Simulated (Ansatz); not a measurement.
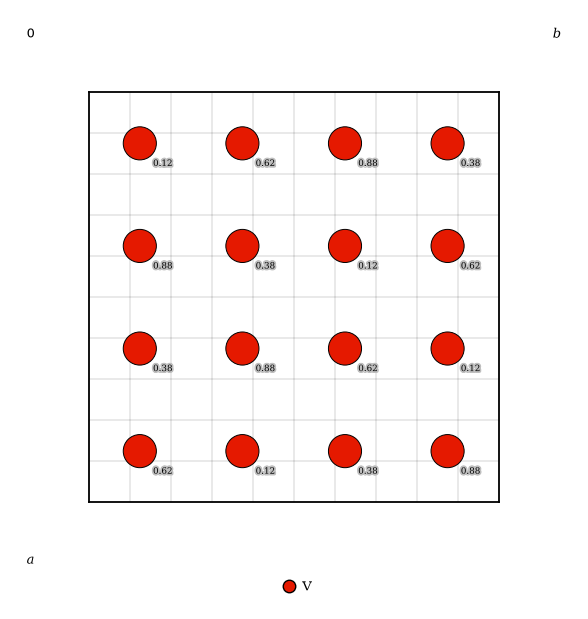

Plan of a unit cell projected along c (a down the page, b across); the numbers are heights as fractions of c, and atoms on the cell's edges are repeated. The grid marks tenths of a and b. Source: the geometry relaxed with DFT PBE, scalar-relativistic, plane waves, PAW in Ansatz; the starting structure was generated, so it need not be a known form of this composition. All values are computed from the atomic coordinates in the standard setting (tolerance 0.002 Å).

a = 6.282 Å, b = 6.282 Å, c = 6.282 Å, α = 90.00°, β = 90.00°, γ = 90.00°.

Question: What does the cell contain?

Answer: 16 V: V, Z = 16.

Question: Give the fractional coordinates of all atoms, to two places.

Answer:
```json
{"atom": "V", "x": "0.12", "y": "0.12", "z": "0.12"}
{"atom": "V", "x": "0.88", "y": "0.38", "z": "0.12"}
{"atom": "V", "x": "0.12", "y": "0.88", "z": "0.38"}
{"atom": "V", "x": "0.38", "y": "0.12", "z": "0.88"}
{"atom": "V", "x": "0.38", "y": "0.38", "z": "0.38"}
{"atom": "V", "x": "0.12", "y": "0.62", "z": "0.88"}
{"atom": "V", "x": "0.88", "y": "0.12", "z": "0.62"}
{"atom": "V", "x": "0.62", "y": "0.88", "z": "0.12"}
{"atom": "V", "x": "0.62", "y": "0.62", "z": "0.62"}
{"atom": "V", "x": "0.38", "y": "0.88", "z": "0.62"}
{"atom": "V", "x": "0.62", "y": "0.38", "z": "0.88"}
{"atom": "V", "x": "0.88", "y": "0.62", "z": "0.38"}
{"atom": "V", "x": "0.88", "y": "0.88", "z": "0.88"}
{"atom": "V", "x": "0.62", "y": "0.12", "z": "0.38"}
{"atom": "V", "x": "0.38", "y": "0.62", "z": "0.12"}
{"atom": "V", "x": "0.12", "y": "0.38", "z": "0.62"}
```
